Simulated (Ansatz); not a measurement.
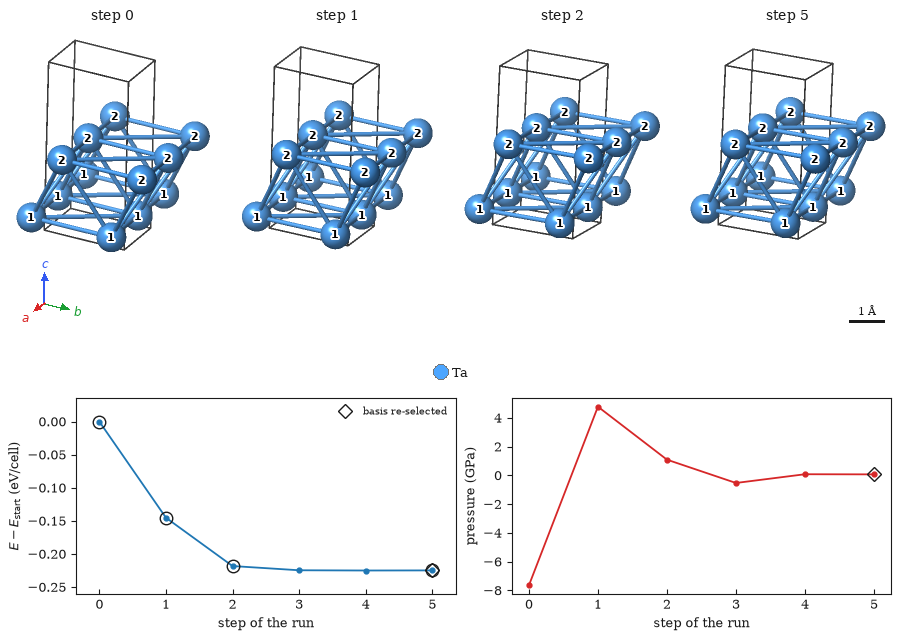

Frames of a relaxation of a crystal of Ta (set up in C2/m) (coarse preliminary run), marked on the history of the run. Style: ball-and-stick. Shown: the cell of the calculation, repeated 3 × 2 × 1 with one cell outlined, slightly off an axis.

Case: 2 of 2 H taken out, relaxed.

These are results of DFT PBE, scalar-relativistic, plane waves, PAW in Ansatz, not measurements. Set-up: plane-wave cutoff 420 eV; k-point mesh 8 × 8 × 4; occupations gaussian; smearing width 0.1 eV; no spin polarisation; cell and atoms relaxed; force threshold 0.0325 eV/Å; at most 70 steps.

Describe the path.

The largest moves relative to the cell, 0.098 Å, are those of Ta1 and Ta2. Ta1 goes roughly along [1 1 −1]. Cell: a = b 2.928 → 2.876 Å (−1.8 %), c 4.906 → 4.693 Å (−4.3 %), α 95.7° → 90.0°, β 95.7° → 90.0°, γ 67.6° → 69.8°. Volume −5.6 %. Near-neighbour distances that change, for instance: Ta1–Ta2 3.870 → 3.325 Å, Ta1–Ta2 (another image) 3.069 → 2.864 Å, Ta1–Ta2 (another image) 3.444 → 3.327 Å, Ta1–Ta2 (another image) 3.226 → 3.326 Å. Within 0.06 Å the space group is C2/m at the start and Im-3m at the end; at a tighter tolerance small leftover displacements or strains of the cell lower it. After 4 accepted moves (5 points after the start) the energy has fallen by 0.225 eV per cell of the calculation. The largest force component goes from 0.59 to 0.01 eV/Å. Pressure: −7.65 GPa at the start and 0.07 GPa at the end. The SCF was repeated once at an unchanged geometry on a basis and grid sized afresh for the cell, which shifted the energy by 0.2 meV per cell of the calculation at most. Cost: 6.1 s on 2 threads of Intel(R) Xeon(R) Platinum 8488C (Sapphire Rapids), on a shared host, peak memory 0.4 GiB. From step 0 to 1: Ta atoms move most (0.08 Å), volume −7.3 %, energy −0.145 eV per cell of the calculation. From step 1 to 2: Ta atoms move most (0.08 Å), volume +1.3 %, energy −73.0 meV per cell of the calculation. From step 2 to 5: Ta atoms move most (0.03 Å), volume +0.5 %, energy −6.6 meV per cell of the calculation.

```csv
step,"E − E(0), meV/atom","largest force component, eV/Å","pressure, GPa","volume, Å³/atom",note
0,0.00,0.5920,-7.65,19.298,
1,-72.62,0.2211,4.78,17.887,
2,-109.13,0.1207,1.09,18.127,
3,-112.32,0.0089,-0.53,18.274,
4,-112.50,0.0105,0.08,18.218,
5,-112.42,0.0105,0.07,18.218,"same geometry, new basis"
```
